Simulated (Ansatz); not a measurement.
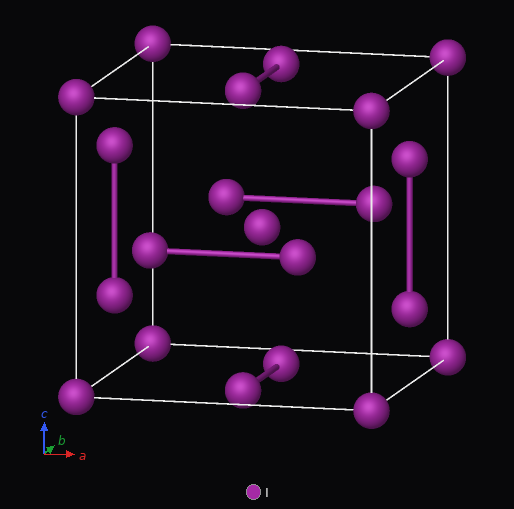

Structure drawing (ball-and-stick), viewed slightly off an axis. The wireframe shows the conventional unit cell.

A stick is drawn for I–I up to 3.22 Å (cut-off distances).

Q: How many atoms are there in one cell?

A: 8 (iodine), counting shared atoms by their share.

Q: What lattice type does the structure have?

A: Primitive cubic.

Q: Name the space group.

A: Pm-3n (No. 223), with I on 2a and I on 6c.

Q: What structure family is shown?

A: Β-tungsten (A15) type.

Origin of the cell: a textbook structure type filled with this element (whether it is the usual form wasn't checked). The picture shows the end point of a geometry optimisation with DFT PBEsol, scalar-relativistic, plane waves, PAW (Ansatz).
